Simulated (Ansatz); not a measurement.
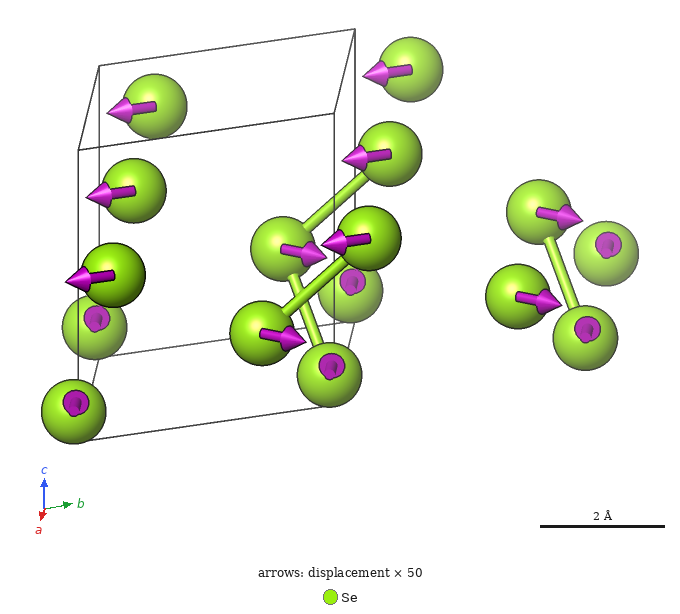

A relaxation of crystalline Se (set up in P3_221). The starting structure is drawn; purple arrows show the displacements (the part carried along by the change of the cell is left out), magnified 50 times.

The picture is a ball-and-stick view of the cell of the calculation, repeated 2 × 2 × 1 with one cell outlined, seen from a free direction.

Case: biaxial strain in the a-b plane of +2.0 %; c and atoms relaxed.

All numbers below come from DFT r2SCAN, scalar-relativistic, plane waves, PAW (Ansatz).

Input
```yaml
crystal:
  lattice:
    - [4.5868240175, 0.0, 0.0]
    - [-2.2934120088, 3.9723061219, 0.0]
    - [0.0, 0.0, 4.9362380487]
  atoms:
    - { symbol: Se, position: [0.2174132783, 0.0, 0.1666666667] }
    - { symbol: Se, position: [0.0, 0.2174132783, 0.8333333333] }
    - { symbol: Se, position: [0.7825867217, 0.7825867217, 0.5] }
basis:
  ecutwfc: 500
kpoints:
  mp_grid: { grid: [9, 9, 6] }
hamiltonian:
  xc: r2scan
scf:
  occupations: { method: gaussian, width: 0.02 }
output:
  forces: true
  stress: true
  eigenvalues: true
relax:
  adjacent_minimum: "off"
  f_tol: 0.008
  max_steps: 40
  cell: { stress_tol: 0.05, fix: [a, b, gamma] }
```

**What happened in the run?**

The largest moves relative to the cell, 0.018 Å, are those of Se1, Se2 and Se3. Se3 goes along [1 1 0]. Cell: a = b unchanged at 4.587 Å, c 4.936 → 4.964 Å (+0.6 %). Volume +0.6 %. Some distances before and after: Se1–Se2 2.386 → 2.370 Å. The space group stays P3_221 (No. 154). After 2 accepted moves (3 points after the start) the energy has fallen by 5.8 meV per cell of the calculation. Largest force component: 0.24 eV/Å at the start, 0.0025 eV/Å at the end. Pressure: −0.74 GPa at the start and −0.16 GPa at the end. The SCF was repeated once at an unchanged geometry on a basis and grid sized afresh for the cell, which shifted the energy by less than 0.05 meV per cell of the calculation at most. The run took of the order of 2.4 core-minutes on a shared host.
